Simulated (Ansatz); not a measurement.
**Two runs on Ta**

System: Ta (Fm-3m, 1 atom in the cell).
Method of run 1: DFT r2SCAN, scalar-relativistic, plane waves, PAW, no spin polarisation (Ansatz 0.2.0).

The structure derives from an entry of the Crystallography Open Database. Text and figures count atoms from 1; the logs count them from 0 in places.

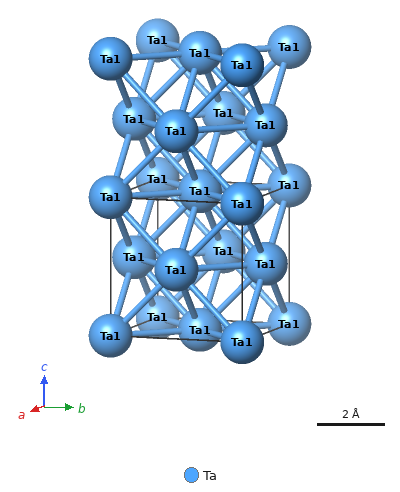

Figure 1. The structure (ball-and-stick view of the cell 4 times as large as that of the calculation, set on its symmetry axes, repeated 1 × 1 × 2, seen slightly off an axis; atoms are numbered from 1 in the order of the input). An atom can appear more than once, as a periodic image.

### Input, run 1
```yaml
crystal:
  lattice:
    - [0.0, 2.11, 2.11]
    - [2.11, 0.0, 2.11]
    - [2.11, 2.11, 0.0]
  atoms:
    - { symbol: Ta, position: [0.0, 0.0, 0.0] }
basis:
  ecutwfc: 500
kpoints:
  mp_grid: { grid: [20, 20, 20] }
hamiltonian:
  xc: r2scan
scf:
  occupations: { method: gaussian, width: 0.15 }
output:
  forces: true
  stress: true
  eigenvalues: true
  write_density: true
  write_potential: true
  elf: true
  volumetric_format: npy
```

Command:
```bash
ansatz run input.yaml --threads 1 --pin off --max-ram 2560MiB --backend cpu --events-out ev --progress --plain --runs-dir out
```

Hardware: 1 thread of Intel Xeon @ 2.70GHz, 189 GiB of memory available, shared host.

### Output, shortened to warnings, some set-up lines, iterations and results (run 1)
```
Basis set: ecut = 500 eV, 531 PW (Γ), exchange–correlation on 96×96×96 points (64 copies of the dense FFT grid, shifted against one another)
Symmetry: 48 space group operations
k-points: 256 of 8000
Initial density: superposition of atomic densities (neutral atoms: chi_scale 0, normalization atom), corrected by the library's trained network
[...]
SCF iter   1: F=—  HF=-9944.062981 eV  |F-HF|=—  |Δ(HF+E_count)|=         —  Δρ=6.75e-3  dr2=2.60e-3  dr2_τ=1.56e-2  ethr=1.77e-3  ⟨swp⟩=5.1  Hψ=16408  notcnv=0
SCF iter   2: F=—  HF=-9944.080587 eV  |F-HF|=—  |Δ(HF+E_count)|=   1.76e-2  Δρ=4.22e-3  dr2=1.14e-3  dr2_τ=3.00e-4  ethr=2.00e-5  ⟨swp⟩=2.7  Hψ=6388  notcnv=0  defer=1
SCF iter   3: F=—  HF=-9944.081602 eV  |F-HF|=—  |Δ(HF+E_count)|=   1.02e-3  Δρ=1.24e-3  dr2=1.32e-4  dr2_τ=5.10e-5  ethr=8.79e-6  ⟨swp⟩=2.0  Hψ=4149  notcnv=0  defer=1
SCF iter   4: F=—  HF=-9944.081692 eV  |F-HF|=—  |Δ(HF+E_count)|=   8.99e-5  Δρ=3.60e-4  dr2=1.08e-5  dr2_τ=2.19e-6  ethr=1.02e-6  ⟨swp⟩=2.0  Hψ=4152  notcnv=0  defer=1
SCF iter   5: F=—  HF=-9944.081697 eV  |F-HF|=—  |Δ(HF+E_count)|=   4.95e-6  Δρ=1.06e-4  dr2=9.59e-7  dr2_τ=1.77e-7  ethr=8.33e-8  ⟨swp⟩=1.6  Hψ=3445  notcnv=0  defer=1
SCF iter   6: F=-9944.081698 eV  HF=-9944.081698 eV  |F-HF|=1.08e-9  |Δ(HF+E_count)|=   4.11e-7  Δρ=6.09e-6  dr2=3.23e-9  dr2_τ=7.91e-11  ethr=7.69e-10  ⟨swp⟩=7.3  Hψ=16348  …
SCF 1 converged in 6 iterations: F = -9944.081698 eV  dr2 = 3.23e-9
SCF converged after 6 iterations
Free energy (F): -9944.081698 eV
Harris-Foulkes:  -9944.081698 eV  (|F-HF|=1.08e-9)
Internal energy: -9944.069314 eV  (E = F + TS)
E sigma→0 (E₀):  -9944.075506 eV
Entropy (-TS):   -0.012384 eV (-12.384 meV/atom)
Fermi energy:    18.010913 eV
--- Per-component energies (eV) ---
  E_band       = -128.261303
  E_kinetic    = 365.637585
  E_local      = -571.240201  (includes V_loc(G=0)·N_el)
  E_nonlocal   = 14.237012
  E_hartree    = 196.620145
  E_xc         = -203.965453
  E_vxc        = -221.287183  (∫ρ·V_xc dr)
  E_paw        = -8422.629971  (= ΣΔE_a)
  E_vpaw       = -119.944178  (= ΣTr[D̂ρ^β])
  E_aug_tail   = 0.000083  (compensation charges beyond the density's cutoff)
  E_vtau       = 11.095824  (kinetic-family band-sum trace: ∫τ·v_τ [+ j·A + Jᵃ·Aᵃ] dr)
  E_ewald      = -1321.972233
  E_core_change = -0.756280  (= ΣΔE_core)
  E_smearing   = -0.012384  (= −TS)
  E_closure    = 0.000000  (closes the sum)
  Σ components = -9944.081698   (vs F -9944.081698, Δ=0.00e0)
--- Forces (eV/Å), atoms counted from 1 ---
  atom   1  Ta    -0.00000000     0.00000000     0.00000000
  max |Σ_I F_I| component: 1.03e-32 eV/Å
--- Stress (GPa, compression-positive) ---
       -1.671554      -0.000000       0.000000
       -0.000000      -1.671554       0.000000
        0.000000       0.000000      -1.671554
  P = ⅓ Tr σ = -1.6716 GPa (-16.716 kbar)
```

The input of run 2 differs as follows (lines with − go, lines with + come):
```diff
-  mp_grid: { grid: [20, 20, 20] }
+  mp_grid: { grid: [22, 22, 22] }
-  write_density: true
-  write_potential: true
-  elf: true
-  volumetric_format: npy
```

Predict how the results change.

The free energy of run 2 is 0.7 meV per atom higher, which measures how much it depends on this numerical setting. The number of SCF iterations is the same. The irreducible k-points go from 256 to 328.

### Output, shortened to warnings, some set-up lines, iterations and results (run 2)
```
Basis set: ecut = 500 eV, 531 PW (Γ), exchange–correlation on 96×96×96 points (64 copies of the dense FFT grid, shifted against one another)
Symmetry: 48 space group operations
k-points: 328 of 10648
Initial density: superposition of atomic densities (neutral atoms: chi_scale 0, normalization atom), corrected by the library's trained network
[...]
SCF iter   1: F=—  HF=-9944.062227 eV  |F-HF|=—  |Δ(HF+E_count)|=         —  Δρ=6.79e-3  dr2=2.63e-3  dr2_τ=1.56e-2  ethr=1.77e-3  ⟨swp⟩=5.1  Hψ=21025  notcnv=0
SCF iter   2: F=—  HF=-9944.079913 eV  |F-HF|=—  |Δ(HF+E_count)|=   1.77e-2  Δρ=4.24e-3  dr2=1.16e-3  dr2_τ=3.01e-4  ethr=2.02e-5  ⟨swp⟩=2.7  Hψ=8182  notcnv=0
SCF iter   3: F=—  HF=-9944.080939 eV  |F-HF|=—  |Δ(HF+E_count)|=   1.03e-3  Δρ=1.25e-3  dr2=1.35e-4  dr2_τ=5.05e-5  ethr=8.90e-6  ⟨swp⟩=2.0  Hψ=5330  notcnv=0
SCF iter   4: F=—  HF=-9944.081029 eV  |F-HF|=—  |Δ(HF+E_count)|=   9.04e-5  Δρ=3.62e-4  dr2=1.10e-5  dr2_τ=2.24e-6  ethr=1.04e-6  ⟨swp⟩=2.0  Hψ=5323  notcnv=0
SCF iter   5: F=—  HF=-9944.081034 eV  |F-HF|=—  |Δ(HF+E_count)|=   4.86e-6  Δρ=1.09e-4  dr2=1.00e-6  dr2_τ=1.88e-7  ethr=8.49e-8  ⟨swp⟩=1.5  Hψ=4272  notcnv=0
SCF iter   6: F=-9944.081034 eV  HF=-9944.081034 eV  |F-HF|=1.00e-9  |Δ(HF+E_count)|=   4.22e-7  Δρ=6.03e-6  dr2=3.28e-9  dr2_τ=5.87e-11  ethr=7.69e-10  ⟨swp⟩=3.9  Hψ=14511  …
SCF 1 converged in 6 iterations: F = -9944.081034 eV  dr2 = 3.28e-9
SCF converged after 6 iterations
Free energy (F): -9944.081034 eV
Harris-Foulkes:  -9944.081034 eV  (|F-HF|=1.00e-9)
Internal energy: -9944.068332 eV  (E = F + TS)
E sigma→0 (E₀):  -9944.074683 eV
Entropy (-TS):   -0.012702 eV (-12.702 meV/atom)
Fermi energy:    18.016106 eV
--- Per-component energies (eV) ---
  E_band       = -128.257022
  E_kinetic    = 365.646783
  E_local      = -571.247218  (includes V_loc(G=0)·N_el)
  E_nonlocal   = 14.234168
  E_hartree    = 196.624677
  E_xc         = -203.966856
  E_vxc        = -221.288183  (∫ρ·V_xc dr)
  E_paw        = -8422.631454  (= ΣΔE_a)
  E_vpaw       = -119.946780  (= ΣTr[D̂ρ^β])
  E_aug_tail   = 0.000083  (compensation charges beyond the density's cutoff)
  E_vtau       = 11.095366  (kinetic-family band-sum trace: ∫τ·v_τ [+ j·A + Jᵃ·Aᵃ] dr)
  E_ewald      = -1321.972233
  E_core_change = -0.756280  (= ΣΔE_core)
  E_smearing   = -0.012702  (= −TS)
  E_closure    = 0.000000  (closes the sum)
  Σ components = -9944.081034   (vs F -9944.081034, Δ=0.00e0)
--- Forces (eV/Å), atoms counted from 1 ---
  atom   1  Ta    -0.00000000     0.00000000    -0.00000000
  max |Σ_I F_I| component: 3.29e-32 eV/Å
--- Stress (GPa, compression-positive) ---
       -1.660024      -0.000000      -0.000000
        0.000000      -1.660024      -0.000000
       -0.000000       0.000000      -1.660024
  P = ⅓ Tr σ = -1.6600 GPa (-16.600 kbar)
```

### The two runs side by side

| quantity | run 1 | run 2 |
| --- | --- | --- |
| outcome | converged | converged |
| free energy per atom (eV) | −9944.0817 | −9944.0810 |
| energy per atom, smearing taken to zero (eV) | −9944.0755 | −9944.0747 |
| gap on the mesh (eV) | 0.00 | 0.00 |
| pressure (GPa) | −1.67 | −1.66 |
| largest force (eV/Å) | 0.000 | 0.000 |
| SCF iterations | 6 | 6 |
| irreducible k-points | 256 | 328 |
| plane waves at Γ | 531 | 531 |
| wall time (shared host) | 8.1 s | 9.1 s |

For both runs: Spin–orbit coupling is left out, which matters for Ta.
